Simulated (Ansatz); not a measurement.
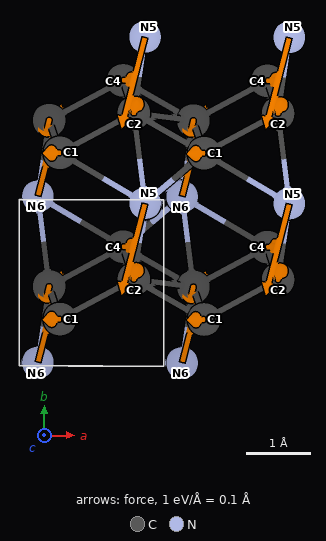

Starting geometry of a crystal of C2N (a generated structure, set up in P-1) (coarse preliminary run) with the computed forces as orange arrows. Style: ball-and-stick. Shown: the cell of the calculation, repeated 2 × 2 × 1 with one cell outlined, along the c axis.

Theory: Ansatz 0.2.0, DFT PBE, scalar-relativistic, plane waves, PAW. Set-up: plane-wave cutoff 420 eV; k-point mesh 8 × 6 × 6; occupations gaussian; smearing width 0.1 eV; no spin polarisation; cell and atoms relaxed; force threshold 0.04 eV/Å; at most 70 steps.

**Is this structure relaxed? If not, where do the atoms go?**

It isn't relaxed: the largest force vector, on N atoms, is 15.42 eV/Å. The final displacements follow the starting forces only in part (cosine between the two patterns 0.58). The energy falls by 31.548 eV per cell of the calculation in 24 accepted moves (29 points after the start). Largest force component: 14 eV/Å at the start, 0.0037 eV/Å at the end. Pressure: 539.85 GPa at the start and 0.03 GPa at the end. The line search rejected the trial steps at points 11, 23 of the run. At 3 points the geometry stayed and the basis and grid were re-selected for the new cell (energy shift of 2.663 eV per cell of the calculation at most each time). The largest moves relative to the cell, 0.88 Å, are those of N atoms. By element the largest moves are N 0.88 Å, C 0.44 Å. The volume changes by +80.7 %, with a 2.328 → 2.634 Å (+13.2 %), b 2.796 → 3.656 Å (+30.7 %), c 3.481 → 4.409 Å (+26.7 %), α 70.4° → 90.9°, β 79.0° → 73.8°, γ 86.5° → 111.1°. Some distances before and after: C–N 1.746 → 3.445 Å, N–N 1.726 → 3.299 Å, C–N 1.587 → 2.899 Å, C–C 2.021 → 3.320 Å. Bonds break: C–N (1.45 → 2.56 Å). Among the angles between lasting bonds that change: C–C–N 62.9° → 114.7°, C–C–C 72.2° → 113.1°, C–N–C 89.7° → 122.0°. The space group stays P-1 (No. 2).
